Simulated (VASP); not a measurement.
# Run report: GaN, geometry relaxation (part 2 of 2)

Continued. System: GaN (P6₃mc, 4 atoms in the cell). Method: Kohn-Sham DFT of a periodic cell, PBEsol, VASP PAW PBE potentials, recommended, no spin polarisation (VASP 6.6.1); cutoff 600 eV, 12×12×5 k-mesh, Gaussian smearing of 0.03 eV. The structure derives from an entry of the Crystallography Open Database.

Geometry of the input (Å; fractional positions):
```
3.1800  0.0000  0.0000
-1.5900  2.7540  0.0000
0.0000  0.0000  5.1660
Ga 0.3333  0.6667  0.0000
Ga 0.6667  0.3333  0.5000
N  0.3333  0.6667  0.3750
N  0.6667  0.3333  0.8750
```

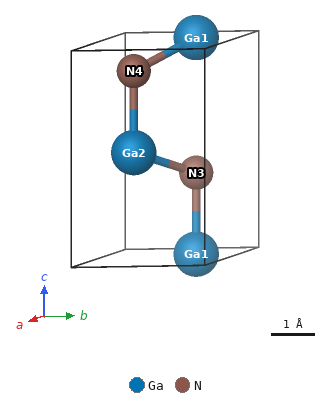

*The geometry at step 3 of the log (ball-and-stick view of the cell of the calculation, seen slightly off an axis; atoms are numbered from 1 in the order of the input).*

Parts of OUTCAR, continued:
```
  FREE ENERGIE OF THE ION-ELECTRON SYSTEM (eV)
  ---------------------------------------------------
  free  energy   TOTEN  =       -26.2698773995 eV

  energy  without entropy=      -26.2698773995  energy(sigma->0) =      -26.26987740

--------------------------------------- Ionic step        2  -------------------------------------------

 number of electron      35.9999996 magnetization

------------------------ aborting loop because EDIFF is reached ----------------------------------------

  FORCE on cell =-STRESS in cart. coord.  units (eV):
  Direction    XX          YY          ZZ          XY          YZ          ZX
  --------------------------------------------------------------------------------------
  -------------------------------------------------------------------------------------
  Total        0.0433255      0.0433255     -0.5160555      0.0000000      0.0000000      0.0000000
  in kB        1.5241071      1.5241071    -18.1538131      0.0000000      0.0000000      0.0000000
  external PRESSURE =      -5.0351996 kB  Pullay stress =       0.0000000 kB

 VOLUME and BASIS-vectors are now :
 -----------------------------------------------------------------------------
  energy-cutoff  :      600.00
  volume of cell :       45.54
      direct lattice vectors                 reciprocal lattice vectors
     3.179468784  0.000000000  0.000000000     0.314517949  0.181587023 -0.000000000
    -1.589734392  2.753500733 -0.000000000     0.000000000  0.363174045  0.000000000
     0.000000000  0.000000000  5.202347491    -0.000000000  0.000000000  0.192220916

 POSITION                                       TOTAL-FORCE (eV/Angst)
 -----------------------------------------------------------------------------------
     -0.00000      1.83567      5.19599         0.000000      0.000000      0.088040
      1.58973      0.91783      2.59481         0.000000     -0.000000      0.088040
     -0.00000      1.83567      1.95724        -0.000000     -0.000000     -0.088040
      1.58973      0.91783      4.55841        -0.000000      0.000000     -0.088040
 -----------------------------------------------------------------------------------
    total drift:                               -0.000010      0.000006      0.000380

  FREE ENERGIE OF THE ION-ELECTRON SYSTEM (eV)
  ---------------------------------------------------
  free  energy   TOTEN  =       -26.2704041789 eV

  energy  without entropy=      -26.2704041789  energy(sigma->0) =      -26.27040418

--------------------------------------- Ionic step        3  -------------------------------------------

 number of electron      35.9999995 magnetization

------------------------ aborting loop because EDIFF is reached ----------------------------------------

  FORCE on cell =-STRESS in cart. coord.  units (eV):
  Direction    XX          YY          ZZ          XY          YZ          ZX
  --------------------------------------------------------------------------------------
  -------------------------------------------------------------------------------------
  Total        0.0339991      0.0339991      0.0032363      0.0000000     -0.0000000      0.0000000
  in kB        1.1997691      1.1997691      0.1142040      0.0000000     -0.0000000      0.0000000
  external PRESSURE =       0.8379141 kB  Pullay stress =       0.0000000 kB

 VOLUME and BASIS-vectors are now :
 -----------------------------------------------------------------------------
  energy-cutoff  :      600.00
  volume of cell :       45.40
      direct lattice vectors                 reciprocal lattice vectors
     3.179718203  0.000000000  0.000000000     0.314493278  0.181572779 -0.000000000
    -1.589859101  2.753716736 -0.000000000     0.000000000  0.363145558  0.000000000
     0.000000000  0.000000000  5.185281467    -0.000000000  0.000000000  0.192853562

 POSITION                                       TOTAL-FORCE (eV/Angst)
 -----------------------------------------------------------------------------------
     -0.00000      1.83581      5.18190        -0.000000      0.000000     -0.010258
      1.58986      0.91791      2.58926        -0.000000      0.000000     -0.010258
     -0.00000      1.83581      1.94786         0.000000      0.000000      0.010258
      1.58986      0.91791      4.54050         0.000000     -0.000000      0.010258
 -----------------------------------------------------------------------------------
    total drift:                               -0.000011      0.000006      0.000601

  FREE ENERGIE OF THE ION-ELECTRON SYSTEM (eV)
  ---------------------------------------------------
  free  energy   TOTEN  =       -26.2718289356 eV

  energy  without entropy=      -26.2718289356  energy(sigma->0) =      -26.27182894

--------------------------------------- Ionic step        4  -------------------------------------------

 number of electron      35.9999995 magnetization

------------------------ aborting loop because EDIFF is reached ----------------------------------------

  FORCE on cell =-STRESS in cart. coord.  units (eV):
  Direction    XX          YY          ZZ          XY          YZ          ZX
  --------------------------------------------------------------------------------------
  -------------------------------------------------------------------------------------
  Total       -0.0047387     -0.0047387     -0.0630718      0.0000000      0.0000000     -0.0000000
  in kB       -0.1671970     -0.1671970     -2.2253874      0.0000000      0.0000000     -0.0000000
  external PRESSURE =      -0.8532605 kB  Pullay stress =       0.0000000 kB

 VOLUME and BASIS-vectors are now :
 -----------------------------------------------------------------------------
  energy-cutoff  :      600.00
  volume of cell :       45.41
      direct lattice vectors                 reciprocal lattice vectors
     3.179707213  0.000000000  0.000000000     0.314494365  0.181573406 -0.000000000
    -1.589853606  2.753707219 -0.000000000     0.000000000  0.363146813  0.000000000
     0.000000000  0.000000000  5.186033434    -0.000000000  0.000000000  0.192825598

 POSITION                                       TOTAL-FORCE (eV/Angst)
 -----------------------------------------------------------------------------------
     -0.00000      1.83580      5.18252        -0.000000     -0.000000     -0.004866
      1.58985      0.91790      2.58950         0.000000     -0.000000     -0.004866
     -0.00000      1.83580      1.94828        -0.000000     -0.000000      0.004866
      1.58985      0.91790      4.54129         0.000000      0.000000      0.004866
 -----------------------------------------------------------------------------------
    total drift:                               -0.000011      0.000006      0.002189

  FREE ENERGIE OF THE ION-ELECTRON SYSTEM (eV)
  ---------------------------------------------------
  free  energy   TOTEN  =       -26.2718264498 eV

  energy  without entropy=      -26.2718264498  energy(sigma->0) =      -26.27182645

--------------------------------------- Ionic step        5  -------------------------------------------

 number of electron      35.9999995 magnetization

------------------------ aborting loop because EDIFF is reached ----------------------------------------

  FORCE on cell =-STRESS in cart. coord.  units (eV):
  Direction    XX          YY          ZZ          XY          YZ          ZX
  --------------------------------------------------------------------------------------
  -------------------------------------------------------------------------------------
  Total        0.0433022      0.0433022      0.0411859      0.0000000      0.0000000     -0.0000000
  in kB        1.5290672      1.5290671      1.4543382      0.0000000      0.0000000     -0.0000000
  external PRESSURE =       1.5041575 kB  Pullay stress =       0.0000000 kB

 VOLUME and BASIS-vectors are now :
 -----------------------------------------------------------------------------
  energy-cutoff  :      600.00
  volume of cell :       45.37
      direct lattice vectors                 reciprocal lattice vectors
     3.179541800  0.000000000 -0.000000000     0.314510726  0.181582853 -0.000000000
    -1.589770900  2.753563967  0.000000000     0.000000000  0.363165705  0.000000000
     0.000000000  0.000000000  5.182442609     0.000000000  0.000000000  0.192959204

 POSITION                                       TOTAL-FORCE (eV/Angst)
 -----------------------------------------------------------------------------------
     -0.00000      1.83571      5.17872        -0.000000     -0.000000     -0.005948
      1.58977      0.91785      2.58750         0.000000      0.000000     -0.005948
     -0.00000      1.83571      1.94714         0.000000      0.000000      0.005948
      1.58977      0.91785      4.53836        -0.000000     -0.000000      0.005948
 -----------------------------------------------------------------------------------
    total drift:                               -0.000011      0.000006      0.002561

  FREE ENERGIE OF THE ION-ELECTRON SYSTEM (eV)
  ---------------------------------------------------
  free  energy   TOTEN  =       -26.2718402196 eV

  energy  without entropy=      -26.2718402196  energy(sigma->0) =      -26.27184022

--------------------------------------- Ionic step        6  -------------------------------------------

 number of electron      35.9999995 magnetization

 Free energy of the ion-electron system (eV)
  ---------------------------------------------------
  ext. energy  EPLUGINS =         0.00000000
  ---------------------------------------------------
  free energy    TOTEN  =       -26.27184176 eV

  energy without entropy =      -26.27184176  energy(sigma->0) =      -26.27184176

 E-fermi :   5.3983     XC(G=0): -11.9404     alpha+bet :-13.4937

 val. band max:        5.2616857877   @ k =   0.0000   0.0000   0.0000
 cond. band min:       7.1673406595   @ k =   0.0000   0.0000   0.0000
 fundamental gap:      1.9056548717
 Fermi energy:         5.3982619369

 k-point     1 :       0.0000    0.0000    0.0000
  band No.  band energies     occupation
      1     -10.7769      2.00000
      2      -9.8005      2.00000
      3      -8.1478      2.00000
      4      -8.1314      2.00000
      5      -8.1314      2.00000
      6      -8.0682      2.00000
      7      -8.0682      2.00000
      8      -7.8685      2.00000
      9      -7.8685      2.00000
     10      -7.7670      2.00000
     11      -7.7670      2.00000
     12      -6.5346      2.00000
     13      -1.9183      2.00000
     14       4.2109      2.00000
     15       4.2109      2.00000
     16       5.2119      2.00000
     17       5.2617      2.00000
     18       5.2617      2.00000
     19       7.1673      0.00000
     20       9.4934      0.00000
     21      14.3829      0.00000
     22      15.0982      0.00000

 k-point     2 :       0.0833    0.0000    0.0000
  band No.  band energies     occupation
      1     -10.7058      2.00000
      2      -9.7815      2.00000
      3      -8.1414      2.00000
      4      -8.1209      2.00000
      5      -8.1100      2.00000
      6      -8.0605      2.00000
      7      -8.0541      2.00000
      8      -7.8747      2.00000
      9      -7.8694      2.00000
     10      -7.7797      2.00000
     11      -7.7654      2.00000
     12      -6.4853      2.00000
     13      -1.8172      2.00000
     14       3.6853      2.00000
     15       4.0620      2.00000
     16       4.6295      2.00000
     17       5.1434      2.00000
     18       5.1983      2.00000
     19       7.7445      0.00000
     20       9.9371      0.00000
     21      14.1932      0.00000
     22      14.5918      0.00000

 k-point     3 :       0.1667   -0.0000    0.0000
  band No.  band energies     occupation
      1     -10.5111      2.00000
      2      -9.7347      2.00000
      3      -8.1165      2.00000
      4      -8.0955      2.00000
      5      -8.0537      2.00000
      6      -8.0223      2.00000
      7      -8.0153      2.00000
      8      -7.8913      2.00000
      9      -7.8675      2.00000
     10      -7.8065      2.00000
     11      -7.7613      2.00000
     12      -6.3470      2.00000
     13      -1.5251      2.00000
     14       2.4984      2.00000
     15       3.5248      2.00000
     16       3.6912      2.00000
     17       4.9225      2.00000
     18       5.0143      2.00000
     19       8.6822      0.00000
     20      10.7823      0.00000
     21      13.3359      0.00000
     22      14.1048      0.00000

 k-point     4 :       0.2500    0.0000    0.0000
  band No.  band energies     occupation
      1     -10.2510      2.00000
      2      -9.6829      2.00000
      3      -8.0906      2.00000
      4      -8.0702      2.00000
      5      -8.0060      2.00000
      6      -7.9625      2.00000
      7      -7.9107      2.00000
      8      -7.8973      2.00000
      9      -7.8525      2.00000
     10      -7.7891      2.00000
     11      -7.7559      2.00000
     12      -6.1504      2.00000
     13      -1.0922      2.00000
     14       1.1969      2.00000
     15       2.3673      2.00000
     16       3.2430      2.00000
     17       4.5284      2.00000
     18       4.7548      2.00000
     19       9.5208      0.00000
     20      11.1575      0.00000
     21      12.5518      0.00000
     22      13.7260      0.00000

 k-point     5 :       0.3333    0.0000    0.0000
  band No.  band energies     occupation
      1     -10.0123      2.00000
      2      -9.6450      2.00000
      3      -8.0782      2.00000
      4      -8.0574      2.00000
      5      -7.9752      2.00000
      6      -7.9114      2.00000
      7      -7.9100      2.00000
      8      -7.8776      2.00000
      9      -7.8215      2.00000
     10      -7.7494      2.00000
     11      -7.4811      2.00000
     12      -5.9713      2.00000
     13      -0.7755      2.00000
     14       0.2829      2.00000
     15       1.3135      2.00000
     16       2.8402      2.00000
     17       3.9639      2.00000
     18       4.4970      2.00000
     19      10.0754      0.00000
     20      10.9487      0.00000
     21      11.8788      0.00000
     22      13.6633      0.00000

 [... the levels of 18 k-points are left out ...]

 k-point    24 :       0.3333    0.0000    0.2000
  band No.  band energies     occupation
      1      -9.9522      2.00000
      2      -9.6548      2.00000
      3      -8.0844      2.00000
      4      -8.0428      2.00000
      5      -7.9986      2.00000
      6      -7.9236      2.00000
      7      -7.9146      2.00000
      8      -7.8603      2.00000
      9      -7.8167      2.00000
     10      -7.7589      2.00000
     11      -7.4079      2.00000
     12      -6.2205      2.00000
     13      -0.7918      2.00000
     14       0.5880      2.00000
     15       1.2917      2.00000
     16       2.9790      2.00000
     17       4.0740      2.00000
     18       4.3133      2.00000
     19       9.6916      0.00000
     20      10.9356      0.00000
     21      12.3022      0.00000
     22      13.4429      0.00000

 [... further k-points ...]

------------------------ aborting loop because EDIFF is reached ----------------------------------------

  FORCE on cell =-STRESS in cart. coord.  units (eV):
  Direction    XX          YY          ZZ          XY          YZ          ZX
  --------------------------------------------------------------------------------------
  -------------------------------------------------------------------------------------
  Total        0.0083774      0.0083774     -0.0128229      0.0000000      0.0000000     -0.0000000
  in kB        0.2957333      0.2957333     -0.4526656      0.0000000      0.0000000     -0.0000000
  external PRESSURE =       0.0462670 kB  Pullay stress =       0.0000000 kB

 VOLUME and BASIS-vectors are now :
 -----------------------------------------------------------------------------
  energy-cutoff  :      600.00
  volume of cell :       45.39
      direct lattice vectors                 reciprocal lattice vectors
     3.179602399  0.000000000 -0.000000000     0.314504732  0.181579392 -0.000000000
    -1.589801200  2.753616448  0.000000000     0.000000000  0.363158784  0.000000000
     0.000000000  0.000000000  5.183758113     0.000000000  0.000000000  0.192910236

 POSITION                                       TOTAL-FORCE (eV/Angst)
 -----------------------------------------------------------------------------------
     -0.00000      1.83574      5.18011        -0.000000      0.000000     -0.006422
      1.58980      0.91787      2.58823        -0.000000     -0.000000     -0.006422
     -0.00000      1.83574      1.94756        -0.000000      0.000000      0.006422
      1.58980      0.91787      4.53944         0.000000     -0.000000      0.006422
 -----------------------------------------------------------------------------------
    total drift:                               -0.000011      0.000006     -0.001936

  FREE ENERGIE OF THE ION-ELECTRON SYSTEM (eV)
  ---------------------------------------------------
  free  energy   TOTEN  =       -26.2718417618 eV

  energy  without entropy=      -26.2718417618  energy(sigma->0) =      -26.27184176

 reached required accuracy - stopping structural energy minimisation
```

CONTCAR:
```
GaN
   1.00000000000000
     3.1796023991623330    0.0000000000000000   -0.0000000000000000
    -1.5898011995811665    2.7536164475755274    0.0000000000000000
     0.0000000000000000    0.0000000000000000    5.1837581134834689
  Ga              N
     2     2
Direct
     0.3333333300000021    0.6666666699999979    0.9992962099435415
     0.6666666699999979    0.3333333300000021    0.4992962099435415
     0.3333333300000021    0.6666666699999979    0.3757037900564585
     0.6666666699999979    0.3333333300000021    0.8757037900564585

  0.00000000E+00  0.00000000E+00  0.00000000E+00
  0.00000000E+00  0.00000000E+00  0.00000000E+00
  0.00000000E+00  0.00000000E+00  0.00000000E+00
  0.00000000E+00  0.00000000E+00  0.00000000E+00
```

Trajectory as extended XYZ (Å, eV, eV/Å), 6 frames, from step=0 to step=5:
```
4
Lattice="3.1800 0.0000 0.0000 -1.5900 2.7540 0.0000 0.0000 0.0000 5.1660" Properties=species:S:1:pos:R:3:forces:R:3 step=0 energy=-26.26988
Ga    0.0000    1.8360    0.0000    0.0000   0.0000  -0.1309
Ga    1.5900    0.9180    2.5830    0.0000   0.0000  -0.1309
N     0.0000    1.8360    1.9372    0.0000   0.0000   0.1309
N     1.5900    0.9180    4.5202    0.0000   0.0000   0.1309
4
Lattice="3.1795 0.0000 0.0000 -1.5897 2.7535 -0.0000 0.0000 0.0000 5.2023" Properties=species:S:1:pos:R:3:forces:R:3 step=1 energy=-26.27040
Ga    0.0000    1.8357    5.1960    0.0000   0.0000   0.0880
Ga    1.5897    0.9178    2.5948    0.0000   0.0000   0.0880
N     0.0000    1.8357    1.9572    0.0000   0.0000  -0.0880
N     1.5897    0.9178    4.5584    0.0000   0.0000  -0.0880
4
Lattice="3.1797 0.0000 0.0000 -1.5899 2.7537 -0.0000 0.0000 0.0000 5.1853" Properties=species:S:1:pos:R:3:forces:R:3 step=2 energy=-26.27183
Ga    0.0000    1.8358    5.1819    0.0000   0.0000  -0.0103
Ga    1.5899    0.9179    2.5893    0.0000   0.0000  -0.0103
N     0.0000    1.8358    1.9479    0.0000   0.0000   0.0103
N     1.5899    0.9179    4.5405    0.0000   0.0000   0.0103
4
Lattice="3.1797 0.0000 0.0000 -1.5899 2.7537 -0.0000 0.0000 0.0000 5.1860" Properties=species:S:1:pos:R:3:forces:R:3 step=3 energy=-26.27183
Ga    0.0000    1.8358    5.1825    0.0000   0.0000  -0.0049
Ga    1.5899    0.9179    2.5895    0.0000   0.0000  -0.0049
N     0.0000    1.8358    1.9483    0.0000   0.0000   0.0049
N     1.5899    0.9179    4.5413    0.0000   0.0000   0.0049
4
Lattice="3.1795 0.0000 -0.0000 -1.5898 2.7536 0.0000 0.0000 0.0000 5.1824" Properties=species:S:1:pos:R:3:forces:R:3 step=4 energy=-26.27184
Ga    0.0000    1.8357    5.1787    0.0000   0.0000  -0.0059
Ga    1.5898    0.9179    2.5875    0.0000   0.0000  -0.0059
N     0.0000    1.8357    1.9471    0.0000   0.0000   0.0059
N     1.5898    0.9179    4.5384    0.0000   0.0000   0.0059
4
Lattice="3.1796 0.0000 -0.0000 -1.5898 2.7536 0.0000 0.0000 0.0000 5.1838" Properties=species:S:1:pos:R:3:forces:R:3 step=5 energy=-26.27184
Ga    0.0000    1.8357    5.1801    0.0000   0.0000  -0.0064
Ga    1.5898    0.9179    2.5882    0.0000   0.0000  -0.0064
N     0.0000    1.8357    1.9476    0.0000   0.0000   0.0064
N     1.5898    0.9179    4.5394    0.0000   0.0000   0.0064
```
